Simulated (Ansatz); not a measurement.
**Nudged elastic band, with input and output: Ti16O (part 3 of 3)**

Continued. System: Ti16O (defect cell, 17 atoms in the cell). Method: DFT PBE, scalar-relativistic, plane waves, PAW, no spin polarisation (Ansatz 0.2.0); cutoff 420 eV, 4×4×4 k-mesh, Gaussian smearing of 0.1 eV. The structure derives from an entry of the Crystallography Open Database. It belongs to a series of runs on one base structure; here: climbing-image band for the jump of O by 2.91 A.

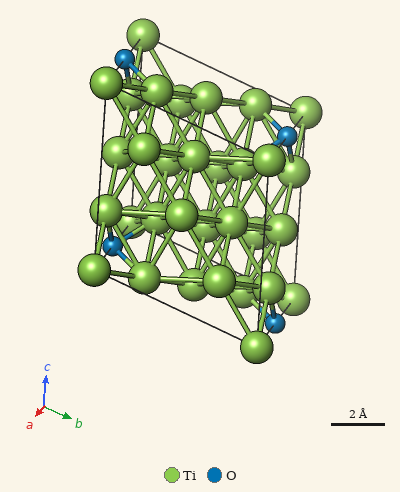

**Figure 1.** The structure as given in the input (ball-and-stick view of the cell of the calculation, seen slightly off an axis). An atom can appear more than once, as a periodic image.

The last band as extended XYZ (Å, eV, eV/Å)
```
17
Lattice="-4.1120 -4.1120 -4.1120 -4.1120 4.1120 4.1120 4.1120 4.1120 -4.1120" Properties=species:S:1:pos:R:3:forces:R:3 image=0 energy=-40564.35367
Ti   -2.0565   -2.0567   -4.1424    0.0016   0.0022  -0.0135
Ti    0.0003    0.0004   -4.1114   -0.0023  -0.0035  -0.0047
Ti    2.0553    2.0548   -4.0811    0.0038   0.0060   0.0046
Ti   -2.0558    2.0561   -4.1126   -0.0003   0.0011   0.0006
Ti   -4.1430   -2.0569   -2.0572   -0.0081   0.0038   0.0049
Ti   -2.0567    0.0312   -2.0577    0.0036   0.0031   0.0079
Ti   -0.0001    2.0562   -2.0561    0.0002  -0.0001   0.0011
Ti    2.0561    4.1115   -2.0558    0.0005   0.0008  -0.0002
Ti   -0.0001    0.0001    0.0003   -0.0022  -0.0041  -0.0057
Ti   -4.1123    2.0561   -2.0559    0.0006   0.0007   0.0001
Ti   -2.0565    4.0813   -2.0571    0.0021  -0.0110   0.0038
Ti   -4.1114    0.0005    0.0006   -0.0022  -0.0050  -0.0061
Ti   -2.0559    2.0563   -0.0007    0.0006  -0.0004   0.0007
Ti    0.0004    4.1126    0.0005   -0.0033  -0.0032  -0.0056
Ti   -4.0807    2.0549    2.0544    0.0026   0.0053   0.0074
Ti   -2.0558    4.1118    2.0560   -0.0002   0.0003   0.0015
O    -2.0559   -2.0559   -2.0557    0.0030   0.0038   0.0030
17
Lattice="-4.1120 -4.1120 -4.1120 -4.1120 4.1120 4.1120 4.1120 4.1120 -4.1120" Properties=species:S:1:pos:R:3:forces:R:3 image=1 energy=-40563.54536
Ti   -2.0562   -2.1394   -4.1918    0.0006   0.2752   0.3286
Ti    0.0002   -0.0037   -4.1163   -0.0015   0.0773   0.0807
Ti    2.0562    1.8955   -3.8969   -0.0006   0.3595  -0.2907
Ti   -2.0561    2.1098   -4.2199   -0.0002  -0.0359   0.2289
Ti   -4.0340   -2.0841   -2.0842   -0.4395   0.0548   0.0548
Ti   -2.0559    0.2152   -2.2167   -0.0006  -0.2907   0.3595
Ti    0.0000    2.0750   -2.0374   -0.0004  -0.0184  -0.0175
Ti    2.0560    4.1888   -2.0170    0.0000  -0.1565   0.0038
Ti   -0.0441    0.0495    0.0494    0.2301   0.0797   0.0797
Ti   -4.1120    2.0747   -2.0372   -0.0004  -0.0175  -0.0184
Ti   -2.0562    4.0323   -2.1395    0.0006   0.3287   0.2752
Ti   -4.0683    0.0498    0.0497   -0.2275   0.0770   0.0770
Ti   -2.0560    2.0951    0.0767    0.0000   0.0037  -0.1564
Ti    0.0002    4.1079   -0.0038   -0.0015   0.0807   0.0774
Ti   -4.1902    2.0280    2.0279    0.4425   0.0539   0.0538
Ti   -2.0561    4.0043    2.1097   -0.0002   0.2288  -0.0360
O    -2.0560   -1.7418   -1.7418   -0.0015  -1.1003  -1.1004
17
Lattice="-4.1120 -4.1120 -4.1120 -4.1120 4.1120 4.1120 4.1120 4.1120 -4.1120" Properties=species:S:1:pos:R:3:forces:R:3 image=2 energy=-40562.79428
Ti   -2.0562   -2.2073   -4.2777    0.0003   0.0025   0.0010
Ti    0.0002   -0.0088   -4.1213   -0.0008  -0.0026   0.0002
Ti    2.0562    1.8000   -3.7842   -0.0018   0.0010  -0.0130
Ti   -2.0561    2.1416   -4.2730   -0.0002   0.0053  -0.0013
Ti   -3.8922   -2.0820   -2.0821    0.0065  -0.0069  -0.0070
Ti   -2.0558    0.3279   -2.3122   -0.0018  -0.0130   0.0010
Ti    0.0000    2.1005   -2.0120   -0.0001  -0.0011   0.0003
Ti    2.0561    4.2596   -1.9976   -0.0002   0.0039   0.0025
Ti   -0.1180    0.0450    0.0449   -0.0021   0.0083   0.0083
Ti   -4.1120    2.1002   -2.0117   -0.0001   0.0003  -0.0011
Ti   -2.0562    3.9465   -2.2074    0.0003   0.0011   0.0025
Ti   -3.9947    0.0454    0.0453    0.0038   0.0066   0.0066
Ti   -2.0560    2.1145    0.1475   -0.0002   0.0025   0.0039
Ti    0.0002    4.1029   -0.0089   -0.0008   0.0002  -0.0026
Ti   -4.3321    2.0302    2.0301   -0.0026  -0.0095  -0.0095
Ti   -2.0561    3.9512    2.1415   -0.0002  -0.0014   0.0053
O    -2.0558   -1.3679   -1.3679    0.0000   0.0030   0.0029
17
Lattice="-4.1120 -4.1120 -4.1120 -4.1120 4.1120 4.1120 4.1120 4.1120 -4.1120" Properties=species:S:1:pos:R:3:forces:R:3 image=3 energy=-40563.20401
Ti   -2.0562   -2.2969   -4.2561    0.0001  -0.0009   0.0247
Ti    0.0001   -0.0103   -4.1227    0.0000  -0.0230  -0.0228
Ti    2.0561    1.7143   -3.7137    0.0006  -0.0437  -0.0236
Ti   -2.0567    2.2039   -4.2893   -0.0007   0.0261  -0.0024
Ti   -3.6860   -2.0640   -2.0641   -0.0373  -0.0218  -0.0218
Ti   -2.0559    0.3985   -2.3978    0.0006  -0.0236  -0.0436
Ti    0.0000    2.1168   -1.9957    0.0001  -0.0267  -0.0263
Ti    2.0561    4.3308   -1.9387   -0.0003  -0.0053   0.0401
Ti   -0.3986   -0.0151   -0.0152   -0.0435  -0.0171  -0.0172
Ti   -4.1120    2.1165   -1.9953    0.0001  -0.0263  -0.0267
Ti   -2.0562    3.9681   -2.2970    0.0001   0.0247  -0.0008
Ti   -3.7136   -0.0151   -0.0152    0.0459  -0.0183  -0.0184
Ti   -2.0560    2.1734    0.2186   -0.0003   0.0402  -0.0053
Ti    0.0001    4.1015   -0.0104   -0.0001  -0.0227  -0.0230
Ti   -4.5381    2.0477    2.0476    0.0398  -0.0229  -0.0229
Ti   -2.0567    3.9349    2.2038   -0.0007  -0.0024   0.0261
O    -2.0550   -1.0627   -1.0628   -0.0042   0.1637   0.1637
17
Lattice="-4.1120 -4.1120 -4.1120 -4.1120 4.1120 4.1120 4.1120 4.1120 -4.1120" Properties=species:S:1:pos:R:3:forces:R:3 image=4 energy=-40562.82389
Ti   -2.0559   -2.2121   -4.1672   -0.0001  -0.0215  -0.0429
Ti   -0.0002   -0.0600   -4.1721    0.0003   0.0261   0.0247
Ti    2.0558    1.6967   -3.8543    0.0018   0.0295   0.0696
Ti   -2.0561    2.2393   -4.1926    0.0003   0.0063  -0.0299
Ti   -3.9589   -2.0788   -2.0789    0.1515   0.0493   0.0493
Ti   -2.0562    0.2578   -2.4155    0.0018   0.0696   0.0295
Ti   -0.0001    2.0544   -2.0573    0.0007   0.0375   0.0347
Ti    2.0558    4.2986   -1.8772   -0.0001   0.0481  -0.0150
Ti   -0.2767    0.0375    0.0374   -0.0701   0.0058   0.0058
Ti   -4.1121    2.0548   -2.0578    0.0007   0.0347   0.0375
Ti   -2.0559    4.0570   -2.2122   -0.0001  -0.0429  -0.0215
Ti   -3.8349    0.0371    0.0370    0.0677   0.0077   0.0077
Ti   -2.0562    2.2349    0.1865   -0.0001  -0.0150   0.0481
Ti   -0.0002    4.0521   -0.0601    0.0003   0.0247   0.0262
Ti   -4.2657    2.0334    2.0333   -0.1526   0.0508   0.0507
Ti   -2.0561    4.0315    2.2392    0.0003  -0.0299   0.0063
O    -2.0551   -0.7491   -0.7492   -0.0022  -0.2807  -0.2807
17
Lattice="-4.1120 -4.1120 -4.1120 -4.1120 4.1120 4.1120 4.1120 4.1120 -4.1120" Properties=species:S:1:pos:R:3:forces:R:3 image=5 energy=-40563.40872
Ti   -2.0559   -2.1394   -4.1505   -0.0003   0.1436  -0.0061
Ti   -0.0002   -0.0283   -4.1404    0.0006   0.0309   0.0302
Ti    2.0558    1.8230   -3.9467    0.0005   0.2967  -0.3106
Ti   -2.0561    2.1786   -4.1640    0.0002  -0.2300   0.0215
Ti   -4.0588   -2.0983   -2.0984   -0.2838  -0.1027  -0.1027
Ti   -2.0562    0.1655   -2.2892    0.0005  -0.3107   0.2967
Ti   -0.0001    2.0524   -2.0594    0.0009  -0.0583  -0.0611
Ti    2.0559    4.2120   -1.9623    0.0000  -0.3035  -0.2889
Ti   -0.0975    0.0373    0.0372    0.5166  -0.0573  -0.0573
Ti   -4.1121    2.0528   -2.0597    0.0010  -0.0611  -0.0582
Ti   -2.0559    4.0736   -2.1395   -0.0003  -0.0061   0.1436
Ti   -4.0142    0.0371    0.0370   -0.5191  -0.0565  -0.0565
Ti   -2.0561    2.1498    0.0998    0.0000  -0.2889  -0.3035
Ti   -0.0002    4.0838   -0.0284    0.0006   0.0302   0.0309
Ti   -4.1653    2.0136    2.0135    0.2836  -0.1016  -0.1016
Ti   -2.0561    4.0601    2.1785    0.0002   0.0215  -0.2300
O    -2.0557   -0.3460   -0.3461   -0.0013   1.0540   1.0539
17
Lattice="-4.1120 -4.1120 -4.1120 -4.1120 4.1120 4.1120 4.1120 4.1120 -4.1120" Properties=species:S:1:pos:R:3:forces:R:3 image=6 energy=-40564.35367
Ti   -2.0558   -2.0563   -4.1121   -0.0002   0.0003   0.0015
Ti   -0.0003    0.0001   -4.1119    0.0006   0.0007   0.0001
Ti    2.0555    2.0253   -4.1131    0.0021  -0.0110   0.0038
Ti   -2.0559    2.0555   -4.1118    0.0005   0.0008  -0.0002
Ti   -4.1122   -2.0559   -2.0557   -0.0022  -0.0041  -0.0057
Ti   -2.0565   -0.0007   -2.0864    0.0016   0.0022  -0.0135
Ti    0.0003    2.0564   -2.0554   -0.0023  -0.0035  -0.0047
Ti    2.0553    4.1108   -2.0251    0.0038   0.0060   0.0046
Ti    0.0314   -0.0011   -0.0016    0.0026   0.0053   0.0074
Ti   -4.1116    2.0566   -2.0555   -0.0033  -0.0032  -0.0056
Ti   -2.0558    4.1122   -2.0566   -0.0003   0.0011   0.0006
Ti   -4.1430   -0.0009   -0.0012   -0.0081   0.0038   0.0049
Ti   -2.0567    2.0872   -0.0017    0.0036   0.0031   0.0079
Ti   -0.0001    4.1122    0.0000    0.0002  -0.0001   0.0011
Ti   -4.1114    2.0565    2.0566   -0.0022  -0.0050  -0.0061
Ti   -2.0559    4.1123    2.0553    0.0006  -0.0004   0.0007
O    -2.0559    0.0001    0.0003    0.0030   0.0038   0.0030
```

The run was set up as follows.

The input
```yaml
crystal:
  lattice:
    - [-4.1120350457, -4.1120350457, -4.1120350457]
    - [-4.1120350457, 4.1120350457, 4.1120350457]
    - [4.1120350457, 4.1120350457, -4.1120350457]
  atoms:
    - { symbol: Ti, position: [0.7537486829, -3.50754e-05, 0.2536078799] }
    - { symbol: Ti, position: [0.4998889314, 1.29539e-05, 0.4999673979] }
    - { symbol: Ti, position: [0.2463286026, -6.26471e-05, 0.7460944855] }
    - { symbol: Ti, position: [0.7500431566, 0.4999888046, 0.7500829103] }
    - { symbol: Ti, position: [0.7539123141, 0.2536622685, 4.05007e-05] }
    - { symbol: Ti, position: [0.5002889456, 0.2538710157, 0.2539966785] }
    - { symbol: Ti, position: [0.2500193277, 0.2500358512, 0.5000262719] }
    - { symbol: Ti, position: [-3.91154e-05, 0.2499186401, 0.7499090981] }
    - { symbol: Ti, position: [-1.89799e-05, 3.08056e-05, -2.07208e-05] }
    - { symbol: Ti, position: [0.7500177939, 0.7500437867, 0.499991849] }
    - { symbol: Ti, position: [0.5001871123, 0.7463226139, 0.7463955382] }
    - { symbol: Ti, position: [0.4998528908, 0.4999796007, -7.565e-06] }
    - { symbol: Ti, position: [0.2500646995, 0.5000111954, 0.2501124255] }
    - { symbol: Ti, position: [-0.0001133871, 0.5000252536, 0.500007565] }
    - { symbol: Ti, position: [0.2463807808, 0.7460519595, 6.12819e-05] }
    - { symbol: Ti, position: [-1.77939e-05, 0.7499448845, 0.2499739628] }
    - { symbol: O, position: [0.4999514309, 6.3386e-06, -2.37446e-05] }
basis:
  ecutwfc: 420
  xc_grid: 2
kpoints:
  mp_grid: { grid: [4, 4, 4], shift: [0.5, 0.5, 0.5] }
hamiltonian:
  xc: pbe
scf:
  occupations: { method: gaussian, width: 0.1 }
output:
  forces: true
neb:
  images: 5
  f_tol: 0.05
  max_iterations: 70
  order_check: false
  final_atoms:
    - { symbol: Ti, position: [0.7499822061, -5.51155e-05, 0.2499739628] }
    - { symbol: Ti, position: [0.5000177939, 4.37867e-05, 0.499991849] }
    - { symbol: Ti, position: [0.2501871123, -0.0036773861, 0.7463955382] }
    - { symbol: Ti, position: [0.7499608846, 0.4999186401, 0.7499090981] }
    - { symbol: Ti, position: [0.7499810201, 0.2500308056, -2.07208e-05] }
    - { symbol: Ti, position: [0.5037486829, 0.2499649246, 0.2536078799] }
    - { symbol: Ti, position: [0.2498889314, 0.2500129539, 0.4999673979] }
    - { symbol: Ti, position: [-0.0036713974, 0.2499373529, 0.7460944855] }
    - { symbol: Ti, position: [-0.0036192192, -0.0039480405, 6.12819e-05] }
    - { symbol: Ti, position: [0.7498866129, 0.7500252536, 0.500007565] }
    - { symbol: Ti, position: [0.5000431566, 0.7499888046, 0.7500829103] }
    - { symbol: Ti, position: [0.5039123141, 0.5036622685, 4.05007e-05] }
    - { symbol: Ti, position: [0.2502889456, 0.5038710157, 0.2539966785] }
    - { symbol: Ti, position: [1.93277e-05, 0.5000358512, 0.5000262719] }
    - { symbol: Ti, position: [0.2498528908, 0.7499796007, -7.565e-06] }
    - { symbol: Ti, position: [6.46995e-05, 0.7500111954, 0.2501124255] }
    - { symbol: O, position: [0.2499514309, 0.2500063386, -2.37446e-05] }
```

Command:
```bash
ansatz run input.yaml --threads 4 --pin off --max-ram 10240MiB --backend cpu --events-out ev --progress --plain --runs-dir out
```

Results in brief

```json
{"quantity": "outcome", "value": "converged"}
{"quantity": "barrier, forward", "value": "1.559 eV"}
{"quantity": "barrier, backward", "value": "1.559 eV"}
{"quantity": "electrons treated", "value": "198"}
{"quantity": "hardware", "value": "4 threads of Oxide Virtual Turin-like (Zen 5), 32 GiB of memory available, shared host"}
{"quantity": "wall time", "value": "20 min (CPU time 51 min)"}
{"quantity": "peak memory", "value": "4.3 GiB"}
```

Notes

The order of the saddle point was not checked.
